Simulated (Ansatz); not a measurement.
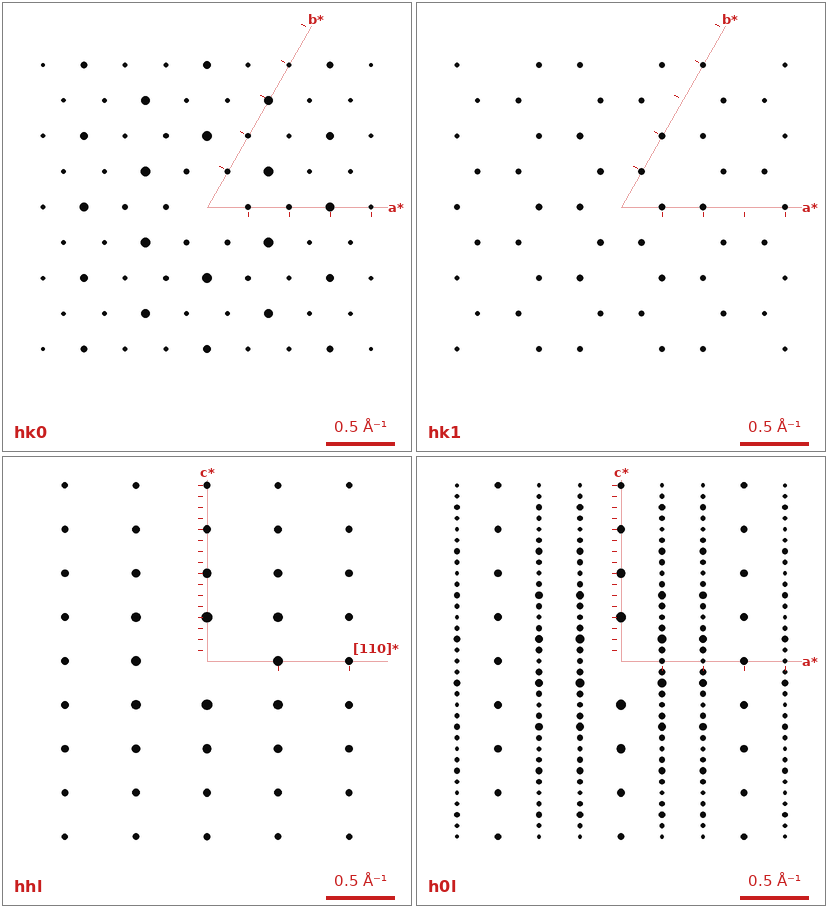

Simulated precession-type sections (X-rays; kinematic intensities, B = 0.5 Å²). The ticks mark integer indices of the conventional cell.

The compound is Sm. Structure: the input geometry of an electronic-structure calculation (not necessarily at equilibrium); the starting structure was generated, so it need not be a known form of this composition.

> Read the reciprocal cell and give the direct cell.

a* = 0.303, b* = 0.303, c* = 0.081 Å⁻¹, γ* = 60°; the cell is hexagonal with a = 3.81 Å, c = 12.31 Å (hexagonal axes).

> Which reflection conditions do the layers show?

Reflections are present only under these conditions. hkl: no condition; hk0: no condition; h0l: no condition; hhl: l = 2n; 00l: l = 2n. The lattice is primitive (P). Further gaps, such as 0 3 1, 3 0 1, 3 0 3, come from atoms on special positions, not from the group's general conditions. A few very weak reflections are below the display threshold.

> Which space groups fit?

The intensities have Laue symmetry 6/mmm (the hk0 layer shows 6mm, hk1 shows 6mm). With these conditions the candidates are P6_3mc (No. 186), P-62c (No. 190), P6_3/mmc (No. 194). Diffraction geometry alone does not choose among them; the structure has P6_3/mmc.
